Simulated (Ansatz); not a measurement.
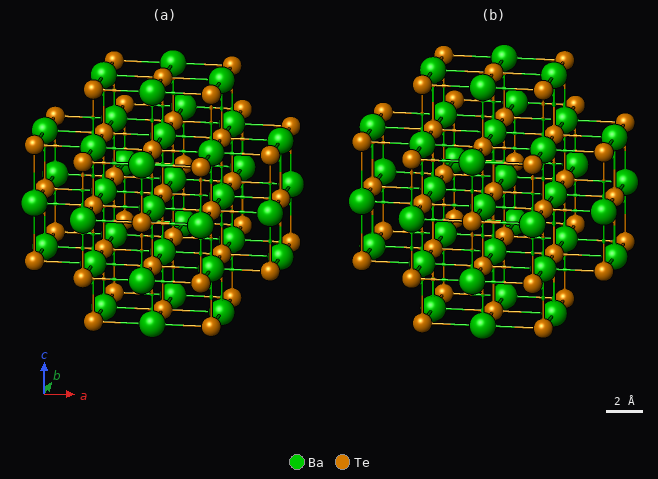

The structure of crystalline BaTe (set up in Fm-3m) before (left) and after (right) a relaxation, at one scale.

The picture is a ball-and-stick view of the conventional cell (4 times the calculation's cell), seen slightly off an axis. Lengths and directions refer to the drawn axes.

Case: the second end member.

The calculation used Ansatz, DFT PBEsol, scalar-relativistic, plane waves, PAW.

The input:
```yaml
crystal:
  lattice:
    - [0.0, 3.3806921758, 3.3806921758]
    - [3.3806921758, 0.0, 3.3806921758]
    - [3.3806921758, 3.3806921758, 0.0]
  atoms:
    - { symbol: Ba, position: [0.0, 0.0, 0.0] }
    - { symbol: Te, position: [0.5, 0.5, 0.5] }
basis:
  ecutwfc: 420
kpoints:
  mp_grid: { grid: [8, 8, 8] }
hamiltonian:
  xc: pbesol
scf:
  occupations: { method: gaussian, width: 0.02 }
output:
  forces: true
  stress: true
  eigenvalues: true
  write_density: true
  write_potential: true
  elf: true
  volumetric_format: npy
relax:
  adjacent_minimum: "off"
  f_tol: 0.005
  max_steps: 80
  cell: { stress_tol: 0.05 }
```

Command:
```bash
ansatz run input.yaml --threads 2 --pin off --max-ram 5120MiB --backend cpu --events-out ev --progress --plain --runs-dir out
```

### What changed between the two?

The energy falls by 55.5 meV per cell of the calculation in 3 accepted moves (4 points after the start). All forces vanish by symmetry, so only the cell relaxes. The pressure goes from 3.01 to 0.00 GPa. At 1 point the geometry stayed and the basis and grid were re-selected for the new cell (energy shift of 0.4 meV per cell of the calculation at most each time). No atom moves by more than 0.005 Å relative to the cell. The volume changes by +8.2 %, with a = b = c 6.761 → 6.941 Å (+2.7 %). Among the contacts that change: Ba1–Te2 3.381 → 3.471 Å. The space group stays Fm-3m (No. 225). The run took 11 s on 2 threads of Intel(R) Xeon(R) Platinum 8259CL CPU @ 2.50GHz (Skylake/Cascade Lake) (shared host), peak memory 0.46 GiB.
